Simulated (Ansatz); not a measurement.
Geometry relaxation, with input and output: Zn₁₆Se₁₅ (part 2 of 3)

Zn₁₆Se₁₅ (defect cell, 31 atoms in the cell); DFT PBE, scalar-relativistic, plane waves, PAW, no spin polarisation (Ansatz 0.2.0); cutoff 420 eV, 2×2×2 k-mesh, Gaussian smearing of 0.01 eV. The structure derives from a Materials Project entry. It belongs to a series of runs on one base structure; here: Se vacancy (site c), charge +0, atoms relaxed at the host's cell.

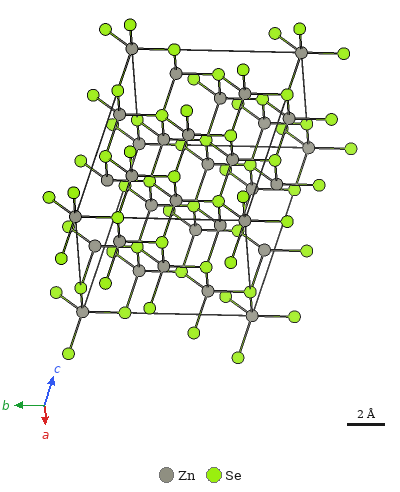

*The geometry at step 1 of the log (ball-and-stick view of the cell of the calculation, seen at an oblique angle; bonded neighbours outside the cell are drawn too).*

```
SCF converged after 6 iterations
Free energy (F): -135159.802328 eV
Harris-Foulkes:  -135159.802328 eV  (|F-HF|=2.07e-9)
Internal energy: -135159.802328 eV  (E = F + TS)
E sigma→0 (E₀):  -135159.802328 eV
Fermi energy:    6.859747 eV
--- Per-component energies (eV) ---
  E_band       = -6024.613803
  E_kinetic    = 3857.792946
  E_local      = -69353.184842  (includes V_loc(G=0)·N_el)
  E_nonlocal   = 899.330012
  E_hartree    = 31974.062061
  E_xc         = -3743.292084
  E_vxc        = -2284.137481  (∫ρ·V_xc dr)
  E_paw        = -57930.929867  (= ΣΔE_a)
  E_vpaw       = -3092.524024  (= ΣTr[D̂ρ^β])
  E_aug_tail   = -0.014498  (compensation charges beyond the density's cutoff)
  E_ewald      = -40863.566056
  E_smearing   = -0.000000  (= −TS)
  E_closure    = 0.000000  (closes the sum)
  Σ components = -135159.802328   (vs F -135159.802328, Δ=0.00e0)
--- Forces (eV/Å), atoms counted from 1 ---
  atom   1  Zn    -0.00045433     0.00045433     0.00045433
  atom   2  Zn    -0.00096391     0.00096015    -0.00096391
  atom   3  Zn     0.00096015     0.00096391     0.00096391
  atom   4  Zn     0.00045433    -0.00045433     0.00045433
  atom   5  Zn    -0.00096391    -0.00096391     0.00096015
  atom   6  Zn     0.00045433     0.00045433    -0.00045433
  atom   7  Zn    -0.00096015    -0.00096391     0.00096391
  atom   8  Zn    -0.00096391     0.00096391    -0.00096015
  atom   9  Zn    -0.00096015     0.00096391    -0.00096391
  atom  10  Zn     0.00096015    -0.00096391    -0.00096391
  atom  11  Zn    -0.00096391    -0.00096015     0.00096391
  atom  12  Zn     0.00096391    -0.00096391    -0.00096015
  atom  13  Zn    -0.00045433    -0.00045433    -0.00045433
  atom  14  Zn     0.00096391     0.00096391     0.00096015
  atom  15  Zn     0.00096391     0.00096015     0.00096391
  atom  16  Zn     0.00096391    -0.00096015    -0.00096391
  atom  17  Se     0.00098294    -0.00047550     0.00047550
  atom  18  Se     0.00000000     0.00000000    -0.00000000
  atom  19  Se    -0.00047550     0.00047550     0.00098294
  atom  20  Se     0.00098294     0.00047550    -0.00047550
  atom  21  Se    -0.00047550     0.00098294     0.00047550
  atom  22  Se     0.00047550     0.00047550    -0.00098294
  atom  23  Se     0.00000000    -0.00000000    -0.00000000
  atom  24  Se     0.00047550    -0.00098294     0.00047550
  atom  25  Se    -0.00098294    -0.00047550    -0.00047550
  atom  26  Se     0.00000000    -0.00000000     0.00000000
  atom  27  Se     0.00047550    -0.00047550     0.00098294
  atom  28  Se    -0.00098294     0.00047550     0.00047550
  atom  29  Se    -0.00047550    -0.00098294    -0.00047550
  atom  30  Se    -0.00047550    -0.00047550    -0.00098294
  atom  31  Se     0.00047550     0.00098294    -0.00047550
  max |Σ_I F_I| component: 2.39e-18 eV/Å
--- Band table (eV) ---
  k-point 0: bands = ["-40.8715", "-40.8715", "-40.8715", "-40.8715", "-40.8714", "-40.8714", "-40.8714", "-40.8714", "-40.8714", "-40.8714", "-40.8714", "-40.8714", "-40.8645", "-40.8645", "-40.8645", "-40.8645", "-40.8645", "-40.8644", "-40.8644", "-40.8644", "-40.8644", "-40.8644", "-40.8644", "-40.8643", "-40.8624", "-40.8624", "-40.8624", "-40.8624", "-40.8623", "-40.8623", "-40.8623", "-40.8622", "-40.8622", "-40.8622", "-40.8622", "-40.8622", "-40.8476", "-40.8476", "-40.8476", "-40.8476",
      "-40.8476", "-40.8476", "-40.8476", "-40.8476", "-40.8475", "-40.8475", "-40.8475", "-40.8474", "-40.8439", "-40.8438", "-40.8438", "-40.8438", "-40.8438", "-40.8438", "-40.8438", "-40.8438", "-40.8438", "-40.8438", "-40.8438", "-40.8438", "-40.8323", "-40.8323", "-40.8323", "-40.8290", "-40.8290", "-40.8290", "-40.8268", "-40.8268", "-40.8268", "-40.8268", "-40.8268", "-40.8268", "-40.8217", "-40.8217", "-40.8217", "-6.6929", "-6.6929", "-6.6929", "-6.6239", "-6.2271",
      "-6.2271", "-6.2271", "-6.1979", "-6.1979", "-6.1958", "-6.1958", "-6.1958", "-6.1767", "-6.1767", "-6.1767", "-0.4491", "-0.4491", "-0.4491", "-0.4322", "-0.4322", "-0.4182", "-0.4139", "-0.4139", "-0.4139", "-0.3944", "-0.3944", "-0.3944", "-0.3875", "-0.3875", "-0.3835", "-0.3835", "-0.3835", "-0.3663", "-0.3663", "-0.3663", "-0.3578", "-0.3427", "-0.3427", "-0.3427", "-0.3356", "-0.3356", "-0.3356", "-0.3178", "-0.3150", "-0.3150",
      "-0.2930", "-0.2930", "-0.2930", "-0.2836", "-0.2836", "-0.2836", "-0.2525", "-0.2414", "-0.2414", "-0.2414", "-0.2393", "-0.2393", "-0.2219", "-0.2219", "-0.2219", "-0.1939", "-0.1920", "-0.1920", "-0.1920", "-0.1804", "-0.1804", "-0.1650", "-0.1650", "-0.1650", "-0.1430", "-0.1430", "-0.1430", "-0.1193", "-0.1193", "-0.1193", "-0.1129", "-0.1129", "-0.1129", "-0.1058", "-0.1058", "-0.1046", "-0.1046", "-0.1046", "-0.0946", "-0.0171",
      "-0.0171", "-0.0171", "-0.0111", "-0.0111", "-0.0111", "-0.0064", "-0.0064", "0.0040", "0.0040", "0.0040", "1.1709", "1.5449", "1.5449", "1.5725", "1.5725", "1.5725", "1.6014", "1.6014", "1.6014", "1.8839", "1.8839", "1.8839", "2.5612", "3.1040", "3.1040", "3.1040", "3.6082", "3.6340", "3.6340", "3.6340", "3.6653", "3.6653", "3.7414", "3.7414", "3.7414", "3.9546", "3.9546", "3.9546", "4.4232", "4.4232",
      "4.4232", "4.5382", "4.5382", "4.5382", "4.5403", "4.5403", "4.5562", "5.0967", "5.0967", "5.0967", "5.5280", "5.5280", "5.5284", "5.5284", "5.5284", "5.7278", "8.0799", "8.0799", "8.0799", "8.8754", "8.8754", "8.8754", "9.1737", "9.5498", "9.5498", "9.6971", "9.6971", "9.6971", "9.7555", "9.7555", "9.7555", "10.1628", "10.1628", "10.1628", "10.8704", "11.2845", "11.2845", "11.2845", "11.4806", "11.4806",
      "11.5901", "11.5901", "11.5901", "12.0150", "12.0150", "12.0150", "12.1558", "12.4128", "12.4128", "12.4653", "12.4653", "12.4653", "12.7431", "12.7633", "12.7633", "12.7633", "13.0958", "13.0958", "13.0958", "13.3755"]
  k-point 1: bands = ["-40.8715", "-40.8715", "-40.8715", "-40.8715", "-40.8714", "-40.8714", "-40.8714", "-40.8714", "-40.8714", "-40.8714", "-40.8714", "-40.8714", "-40.8645", "-40.8645", "-40.8645", "-40.8645", "-40.8644", "-40.8644", "-40.8644", "-40.8644", "-40.8644", "-40.8644", "-40.8644", "-40.8643", "-40.8624", "-40.8624", "-40.8624", "-40.8623", "-40.8623", "-40.8623", "-40.8623", "-40.8622", "-40.8622", "-40.8622", "-40.8622", "-40.8622", "-40.8477", "-40.8476", "-40.8476", "-40.8476",
      "-40.8476", "-40.8476", "-40.8476", "-40.8476", "-40.8475", "-40.8475", "-40.8475", "-40.8474", "-40.8439", "-40.8438", "-40.8438", "-40.8438", "-40.8438", "-40.8438", "-40.8438", "-40.8438", "-40.8438", "-40.8438", "-40.8438", "-40.8438", "-40.8323", "-40.8323", "-40.8323", "-40.8290", "-40.8290", "-40.8290", "-40.8268", "-40.8268", "-40.8268", "-40.8268", "-40.8268", "-40.8268", "-40.8217", "-40.8217", "-40.8217", "-6.8765", "-6.5256", "-6.5256", "-6.4851", "-6.4597",
      "-6.3312", "-6.3311", "-6.3311", "-6.2483", "-6.2031", "-6.1510", "-6.1510", "-6.1265", "-6.0769", "-6.0748", "-0.4707", "-0.4493", "-0.4493", "-0.4396", "-0.4340", "-0.4172", "-0.4067", "-0.4041", "-0.3997", "-0.3997", "-0.3968", "-0.3920", "-0.3920", "-0.3765", "-0.3761", "-0.3761", "-0.3713", "-0.3713", "-0.3696", "-0.3628", "-0.3596", "-0.3596", "-0.3577", "-0.3521", "-0.3426", "-0.3426", "-0.3319", "-0.3272", "-0.3218", "-0.3218",
      "-0.3094", "-0.2947", "-0.2947", "-0.2940", "-0.2768", "-0.2679", "-0.2679", "-0.2674", "-0.2234", "-0.2203", "-0.2203", "-0.2076", "-0.1987", "-0.1978", "-0.1948", "-0.1948", "-0.1876", "-0.1844", "-0.1844", "-0.1624", "-0.1584", "-0.1584", "-0.1481", "-0.1469", "-0.1359", "-0.1359", "-0.1357", "-0.1349", "-0.1334", "-0.1251", "-0.1231", "-0.1231", "-0.1215", "-0.1180", "-0.1180", "-0.1112", "-0.1110", "-0.1026", "-0.1026", "-0.0934",
      "-0.0840", "-0.0719", "-0.0625", "-0.0625", "-0.0236", "0.0429", "0.0429", "0.0463", "0.0647", "0.0654", "1.2174", "1.4306", "1.4306", "1.4852", "1.5252", "1.5252", "1.5694", "1.5861", "1.7630", "1.7630", "2.0796", "2.3604", "2.6380", "2.8363", "2.8363", "3.1558", "3.2132", "3.2945", "3.2945", "3.6899", "3.7266", "3.7266", "3.8900", "4.1040", "4.2135", "4.2135", "4.3256", "4.3506", "4.3506", "4.3775",
      "4.3840", "4.4025", "4.4080", "4.4080", "4.4908", "4.7635", "4.7635", "4.8481", "5.0362", "5.1408", "5.1445", "5.1445", "5.2039", "5.4737", "5.4737", "6.0451", "7.6744", "8.0993", "8.0993", "9.0970", "9.2356", "9.3641", "9.3653", "9.3653", "9.5040", "9.7296", "9.7451", "9.9705", "10.0746", "10.0746", "10.1571", "10.3961", "10.3961", "10.4592", "10.6821", "10.8779", "10.8779", "10.8877", "11.1171", "11.2044",
      "11.2044", "11.2359", "11.8253", "11.8882", "12.0001", "12.0001", "12.0918", "12.2719", "12.3386", "12.3386", "12.4361", "12.5552", "12.5552", "12.6172", "12.7142", "12.7419", "12.7419", "12.7981", "12.8754", "12.9810"]
--- Relaxed structure (5 steps of the walk, 5 accepted, 0 SCFs on fresh bases) ---
  F+E_penalty+E_count = -135159.80232776 eV   max|allowed force component| = 9.829e-4 eV/Å
  atoms:
    - { symbol: Zn, position: [0.5000000000000001, 0.21690200075123686, 0.2500000000000001] }
    - { symbol: Zn, position: [0.2461674021149493, 0.2474037135353712, 0.4974037135353713] }
    - { symbol: Zn, position: [0.0012363114204218817, 0.25383259788505075, 0.751236311420422] }
    - { symbol: Zn, position: [0.716902000751237, 0.0, 0.2500000000000001] }
    - { symbol: Zn, position: [0.7474037135353713, 0.24740371353537116, -0.0038325978850507203] }
    - { symbol: Zn, position: [0.5000000000000001, 0.0, 0.466902000751237] }
    - { symbol: Zn, position: [0.25259628646462884, 0.0, 0.7487636885795782] }
    - { symbol: Zn, position: [-0.0012363114204219094, 0.752596286464629, 0.25] }
    - { symbol: Zn, position: [0.9987636885795782, 1.0, 1.002596286464629] }
    - { symbol: Zn, position: [0.7474037135353714, 0.7461674021149495, 0.4974037135353713] }
    - { symbol: Zn, position: [0.5, 0.752596286464629, 0.7487636885795783] }
    - { symbol: Zn, position: [0.2525962864646289, 0.4987636885795782, 0.25000000000000006] }
    - { symbol: Zn, position: [0.283097999248763, 0.7830979992487632, 0.033097999248763194] }
    - { symbol: Zn, position: [0.0012363114204219019, 0.5012363114204219, 0.5038325978850509] }
    - { symbol: Zn, position: [0.7538325978850507, 0.5012363114204219, 0.751236311420422] }
    - { symbol: Zn, position: [0.5000000000000001, 0.49876368857957815, 0.002596286464628849] }
    - { symbol: Se, position: [0.2549473709574146, 0.0, 0.4961161587533265] }
    - { symbol: Se, position: [0.0, 0.0, 0.7500000000000001] }
    - { symbol: Se, position: [0.7461161587533266, 0.7549473709574147, 0.25] }
    - { symbol: Se, position: [0.7461161587533265, 0.0, 0.0049473709574145985] }
    - { symbol: Se, position: [0.5000000000000001, 0.7549473709574147, 0.4961161587533265] }
    - { symbol: Se, position: [0.2538838412466735, 0.7538838412466736, 0.7588312122040882] }
    - { symbol: Se, position: [0.0, 0.5, 0.25000000000000006] }
    - { symbol: Se, position: [0.008831212204088223, 0.7538838412466737, 0.003883841246673625] }
    - { symbol: Se, position: [0.7450526290425855, 0.4911687877959119, 0.4950526290425855] }
    - { symbol: Se, position: [0.5, 0.5, 0.7500000000000001] }
    - { symbol: Se, position: [0.2549473709574146, 0.24611615875332649, 0.25] }
    - { symbol: Se, position: [0.2538838412466736, 0.5088312122040882, 0.0038838412466735417] }
    - { symbol: Se, position: [-0.00883121220408814, 0.24505262904258548, 0.4950526290425855] }
    - { symbol: Se, position: [0.7450526290425854, 0.24505262904258537, 0.7411687877959119] }
    - { symbol: Se, position: [0.5, 0.24611615875332646, 0.0049473709574145985] }
```

Trajectory as extended XYZ (Å, eV, eV/Å), 3 of the 5 frames kept, from step=1 to step=5
```
31
Lattice="-5.7318 5.7318 -5.7318 5.7318 -5.7318 -5.7318 -5.7318 -5.7318 5.7318" Properties=species:S:1:pos:R:3:forces:R:3 step=1 energy=-135159.47824
Zn   -2.8659    0.0000   -2.8659   -0.2560   0.2560   0.2560
Zn   -2.8659   -2.8659    0.0000   -0.0135   0.0156  -0.0135
Zn   -2.8659   -5.7318    2.8659    0.0156   0.0135   0.0135
Zn   -5.7318    2.8659   -2.8659    0.2560  -0.2560   0.2560
Zn   -2.8659    2.8659   -5.7318   -0.0135  -0.0135   0.0156
Zn   -5.7318    0.0000    0.0000    0.2560   0.2560  -0.2560
Zn   -5.7318   -2.8659    2.8659   -0.0156  -0.0135   0.0135
Zn    2.8659   -5.7318   -2.8659   -0.0135   0.0135  -0.0156
Zn   -5.7318   -5.7318   -5.7318   -0.0156   0.0135  -0.0135
Zn   -2.8659   -2.8659   -5.7318    0.0156  -0.0135  -0.0135
Zn   -2.8659   -5.7318   -2.8659   -0.0135  -0.0156   0.0135
Zn    0.0000   -2.8659   -2.8659    0.0135  -0.0135  -0.0156
Zn    2.8659   -2.8659   -5.7318   -0.2560  -0.2560  -0.2560
Zn    0.0000   -5.7318    0.0000    0.0135   0.0135   0.0156
Zn   -5.7318   -2.8659   -2.8659    0.0135   0.0156   0.0135
Zn    0.0000    0.0000   -5.7318    0.0135  -0.0156  -0.0135
Se   -4.2988   -1.4329    1.4329    0.0510   0.0419  -0.0419
Se   -4.2988   -4.2988    4.2988    0.0000   0.0000   0.0000
Se   -1.4329   -1.4329   -7.1647    0.0419  -0.0419   0.0510
Se   -4.2988    4.2988   -4.2988    0.0510  -0.0419   0.0419
Se   -1.4329   -4.2988   -4.2988    0.0419   0.0510  -0.0419
Se   -1.4329   -7.1647   -1.4329   -0.0419  -0.0419  -0.0510
Se    1.4329   -4.2988   -1.4329    0.0000   0.0000   0.0000
Se    4.2988   -4.2988   -4.2988   -0.0419  -0.0510  -0.0419
Se   -4.2988   -1.4329   -4.2988   -0.0510   0.0419   0.0419
Se   -4.2988   -4.2988   -1.4329    0.0000   0.0000   0.0000
Se   -1.4329   -1.4329   -1.4329   -0.0419   0.0419   0.0510
Se    1.4329   -1.4329   -4.2988   -0.0510  -0.0419  -0.0419
Se   -1.4329   -4.2988    1.4329    0.0419  -0.0510   0.0419
Se   -7.1647   -1.4329   -1.4329    0.0419   0.0419  -0.0510
Se   -1.4329    1.4329   -4.2988   -0.0419   0.0510   0.0419
```
